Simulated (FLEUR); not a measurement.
**Energy of Ce along an even scaling of the cell**

System: Ce (1 atom in the cell).
Method: Kohn-Sham DFT of a periodic cell, BLYP, all-electron, spin-polarised (FLEUR MaX-R8.1 (later development tree)).

The 5 runs differ only in the geometry, by an even scaling of the cell at fixed fractional positions. The structure derives from a Materials Project entry.

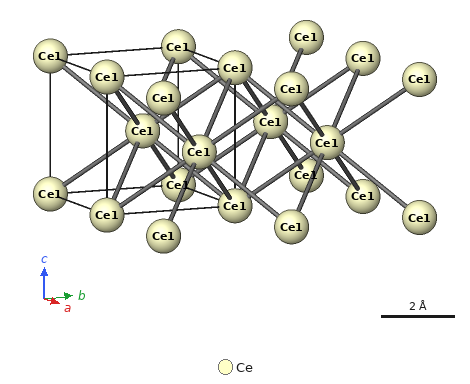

Figure 1. The structure of run 3 (ball-and-stick view of the cell 2 times as large as that of the calculation, set on its symmetry axes, repeated 2 × 2 × 1, seen slightly off an axis; atoms are numbered from 1 in the order of the input).

### Input of run 3
```
<?xml version="1.0" encoding="UTF-8" standalone="no"?>
<fleurInput fleurInputVersion="0.39">
   <comment>
      Ce                                                                                                  
   </comment>
   <calculationSetup>
      <cutoffs Kmax="4.1" Gmax="12.7" GmaxXC="12.7" numbands="0"/>
      <scfLoop itmax="60" minDistance="0.00001" maxIterBroyd="15" imix="Anderson" alpha="0.05" precondParam="0.0" spinf="2.0" sdNocoIR="T"/>
      <coreElectrons ctail="T" frcor="F" kcrel="0" coretail_lmax="0"/>
      <xcFunctional name="LibXC" relativisticCorrections="F">
         <LibXCName exchange="gga_x_b88" correlation="gga_c_lyp"/>
      </xcFunctional>
      <magnetism jspins="2"/>
      <soc l_soc="F" theta="0.0" phi="0.0" spav="F"/>
      <expertModes spex="0" secvar="F"/>
      <geometryOptimization l_f="F" forcealpha="1.0" forcemix="BFGS" epsdisp="0.00001" epsforce="0.00001"/>
      <ldaU l_linMix="F" mixParam="0.05" spinf="1.0"/>
   </calculationSetup>
   <cell>
      <bzIntegration valenceElectrons="12.0" mode="hist" fermiSmearingEnergy="0.00183747">
         <kPointListSelection listName="default-1"/>
         <!-- k-points included here -->
         <xi:include xmlns:xi="http://www.w3.org/2001/XInclude" href="kpts.xml"> </xi:include>
      </bzIntegration>
      <!-- symmetry operations included here -->
      <xi:include xmlns:xi="http://www.w3.org/2001/XInclude" href="sym.xml"> </xi:include>
      <bulkLattice scale="1.0">
         <bravaisMatrix>
            <row-1>   -3.6723020383992169     3.6723020383992169     3.6723020383992169</row-1>
            <row-2>    3.6723020383992169    -3.6723020383992169     3.6723020383992169</row-2>
            <row-3>    3.6723020383992169     3.6723020383992169    -3.6723020383992169</row-3>
         </bravaisMatrix>
      </bulkLattice>
   </cell>
   <atomSpecies>
      <species name="Cerium (Ce1.000" element="Ce" atomicNumber="58">
         <mtSphere radius="2.66" gridPoints="879" logIncrement="0.015"/>
         <atomicCutoffs lmax="11" lnonsphr="8"/>
         <electronConfig flipSpins="F">
            <coreConfig>(1s1/2) (2s1/2) (2p1/2) (2p3/2) (3s1/2) (3p1/2) (3p3/2) (4s1/2) (3d3/2) (3d5/2) (4p1/2) (4p3/2) (4d3/2) (4d5/2)</coreConfig>
            <valenceConfig>(5s1/2) (5p1/2) (5p3/2) (6s1/2) (5d3/2) (5d5/2) (4f5/2) (4f7/2)</valenceConfig>
            <stateOccupation state="(5d3/2)" spinUp="0.2" spinDown="0.2"/>
            <stateOccupation state="(5d5/2)" spinUp="0.3" spinDown="0.3"/>
            <stateOccupation state="(4f5/2)" spinUp="0.4285714285714" spinDown="0.0"/>
            <stateOccupation state="(4f7/2)" spinUp="0.5714285714286" spinDown="0.0"/>
         </electronConfig>
         <energyParameters s="6" p="5" d="5" f="4"/>
         <lo type="SCLO" l="0" n="5" eDeriv="0"/>
         <lo type="HELO" l="1" n="6" eDeriv="0"/>
         <lo type="HELO" l="1" n="6" eDeriv="1"/>
         <lo type="SCLO" l="2" n="5" eDeriv="2"/>
         <lo type="SCLO" l="3" n="4" eDeriv="2"/>
      </species>
   </atomSpecies>
   <atomGroups>
      <atomGroup species="Cerium (Ce1.000">
         <relPos label="                   1">.0000000000 .0000000000 .0000000000</relPos>
         <force calculate="T" relaxXYZ="TTT"/>
      </atomGroup>
   </atomGroups>
   <output dos="F" band="F" slice="F">
      <checks vchk="F" cdinf="F"/>
      <bandDOS minEnergy="-.5*Htr" maxEnergy="0.5*Htr" sigma="0.015" storeEVData="T"/>
      <vacuumDOS vacdos="F" integ="F" star="F" nstars="0" locx1="0.0" locy1="0.0" locx2="0.0" locy2="0.0" nstm="0" tworkf="0.0"/>
      <unfoldingBand unfoldBand="F" supercellX="1" supercellY="1" supercellZ="1"/>
      <plotting iplot="0" polar="F">
         <plot TwoD="T" vec1="  1.0  0.0  0.0" vec2="  0.0  1.0  0.0" vec3="  0.0  0.0  1.0" zero="  0.0  0.0  0.0" file="plot"/>
      </plotting>
      <chargeDensitySlicing numkpt="0" minEigenval="0.0" maxEigenval="0.0" nnne="0" pallst="F"/>
      <specialOutput eonly="F"/>
      <moessbauerParams electricFieldGradient="T" isomerShift="T" coreHyperfine="T" valenceHyperfine="T"/>
      <magneticCircularDichroism mcd="F" energyLo="-10.0" energyUp="0.0"/>
   </output>
  <!-- We include the file relax.xml here to enable relaxations (see documentation) -->
  <xi:include xmlns:xi="http://www.w3.org/2001/XInclude" href="relax.xml"> <xi:fallback/> </xi:include>
</fleurInput>
```

Run 4 has the same physical settings and fractional positions; its lattice vectors (Å) are:
```
  -1.968871    1.968871    1.968871
   1.968871   -1.968871    1.968871
   1.968871    1.968871   -1.968871
```

### Results, with one run withheld

```tsv
run	volume per atom (Å³)	free energy per atom, from the lowest run given (meV)
1	27.593	46.45
2	28.181	34.98
3	29.355	17.85
4	30.529	?
5	31.116	0.00
```

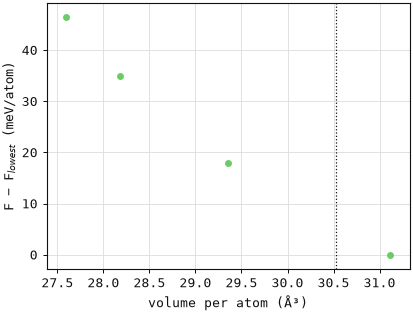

Figure 2. Free energy per atom of the runs given; the dotted line marks run 4.

Estimate the energy of run 4 from the others.

A quadratic polynomial in V^(−2/3) (the Birch–Murnaghan form), fitted to the 4 runs given, misses them by at most 0.33 meV per atom. With x = V^(−2/3) − 0.10592 Å⁻², it reads F = 22.312 + 5788.4 x + 2.4492e+05 x² (meV per atom). At run 4 it gives 4.87 meV per atom, and the run itself gives 4.70. The fit has no minimum inside this range.

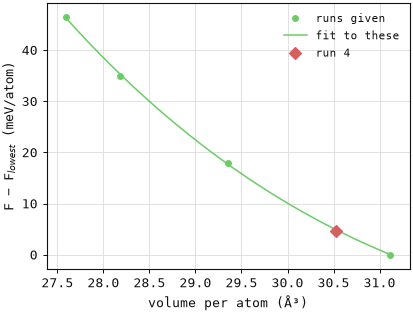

Figure 3. The fit and the withheld run.

### Output (run 4)
```
Welcome to FLEUR        (www.flapw.de)
      MaX-Release 8.1          (www.max-centre.eu)
 func_ids         131         106         131         106
The functional 'Becke 88' is an exchange functional, it belongs to the 'GGA' family and is defined in the reference(s):
[1] A. D. Becke.,  Phys. Rev. A 38, 3098 (1988)
The functional 'Lee, Yang & Parr' is a correlation functional, it belongs to the 'GGA' family and is defined in the reference(s):
[1] C. Lee, W. Yang, and R. G. Parr.,  Phys. Rev. B 37, 785 (1988)
[2] B. Miehlich, A. Savin, H. Stoll, and H. Preuss.,  Chem. Phys. Lett. 157, 200 (1989)
 Using same functional for VXC and EXC

 ========== k-point set info ==========
 Selected k-point list: default-1
 k-point list type: mesh
 10 x 10 x 10
 Number of k points: 47

 ------------Calculation Setup---------------------------
 Number of MPI-tasks      :            1
 Number of PE/node        :            1
 Number of OMP-threads    :            1
 Most efficient MPI parallelization for:
           1          47
 Additional eigenvalue parallelization possible
 Number of basis functions:          285
 Approximate size of matrices (H+S) per k-point:         0.001 GB
 --------------------------------------------------------

 Iteration:     1   Distance:      34.39056956 me/bohr^3

 Iteration:     2   Distance:      32.58233470 me/bohr^3

 Iteration:     3   Distance:       3.20318765 me/bohr^3

 Iteration:     4   Distance:       2.35329382 me/bohr^3

 Iteration:     5   Distance:       1.28577608 me/bohr^3

 Iteration:     6   Distance:       0.80237587 me/bohr^3

 Iteration:     7   Distance:       1.76242269 me/bohr^3

 Iteration:     8   Distance:       0.40690575 me/bohr^3

 Iteration:     9   Distance:       0.59314668 me/bohr^3

 Iteration:    10   Distance:       0.18265245 me/bohr^3

 Iteration:    11   Distance:       0.14429861 me/bohr^3

 Iteration:    12   Distance:       0.15009408 me/bohr^3

 Iteration:    13   Distance:       0.04555395 me/bohr^3

 Iteration:    14   Distance:       0.03910019 me/bohr^3

 Iteration:    15   Distance:       0.03172592 me/bohr^3

 Iteration:    16   Distance:       0.02911635 me/bohr^3

 Iteration:    17   Distance:       0.02100826 me/bohr^3

 Iteration:    18   Distance:       0.00758493 me/bohr^3

 Iteration:    19   Distance:       0.00127422 me/bohr^3

 Iteration:    20   Distance:       0.00130989 me/bohr^3

 Iteration:    21   Distance:       0.00061009 me/bohr^3

 Iteration:    22   Distance:       0.00026236 me/bohr^3

 Iteration:    23   Distance:       0.00029920 me/bohr^3

 Iteration:    24   Distance:       0.00006808 me/bohr^3

 Iteration:    25   Distance:       0.00011051 me/bohr^3

 Iteration:    26   Distance:       0.00002499 me/bohr^3

 Iteration:    27   Distance:       0.00000332 me/bohr^3

 ********************************************************************
 Run finished successfully
 Stop message:
   all done
 ********************************************************************
```
